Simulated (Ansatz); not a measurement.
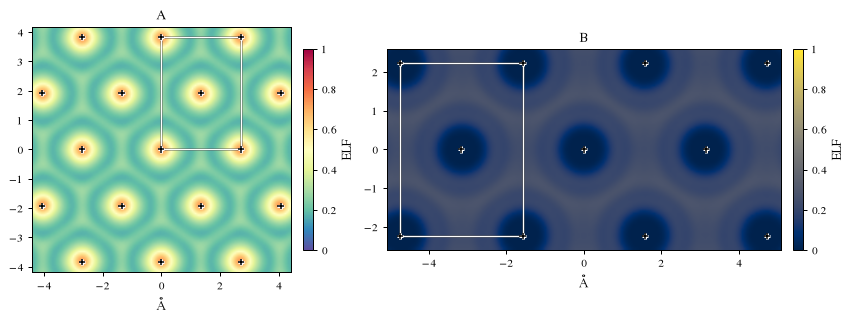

The electron localisation function of 2 systems, each on a plane through atoms (crosses mark nuclei in the plane).

Computed with Kohn-Sham DFT of a periodic cell, LDA, Ansatz PAW in Ansatz 0.2.0.

System 1: Zn, the (11̄0) plane of the conventional cell. Space group Im-3m; a structure from a database of computed crystals, not necessarily the ambient phase; computed pressure about −9 GPa in this cell.

```cif
data_structure
_symmetry_space_group_name_H-M 'P 1'
_symmetry_Int_Tables_number 1
_cell_length_a 3.1589
_cell_length_b 3.1589
_cell_length_c 3.1589
_cell_angle_alpha 90.000
_cell_angle_beta 90.000
_cell_angle_gamma 90.000
_cell_volume 31.52
loop_
_atom_site_label
_atom_site_type_symbol
_atom_site_fract_x
_atom_site_fract_y
_atom_site_fract_z
_atom_site_occupancy
Zn1 Zn 0.00000 0.00000 0.00000 1
Zn2 Zn 0.50000 0.50000 0.50000 1
```

System 2: Ni, the (11̄0) plane of the conventional cell. Space group Im-3m; a structure from a database of computed crystals, not necessarily the ambient phase; computed pressure about 2 GPa in this cell; spin-polarised.

```xyz
2
Lattice="2.7109 0.0000 0.0000 0.0000 2.7109 0.0000 0.0000 0.0000 2.7109" Properties=species:S:1:pos:R:3 pbc="T T T"
Ni    0.0000    0.0000    0.0000
Ni    1.3555    1.3555    1.3555
```

Q: Match each panel to its system.

A: Panel A is system 2, Ni: the plane holds Ni. Ni–Ni (2.35 Å): the ELF is about 0.25 at the midpoint: no localised pair shows between them. Panel B is system 1, Zn: the plane holds Zn. Zn–Zn (2.74 Å): the ELF is about 0.30 at the midpoint; no shared electron pair shows on this line.
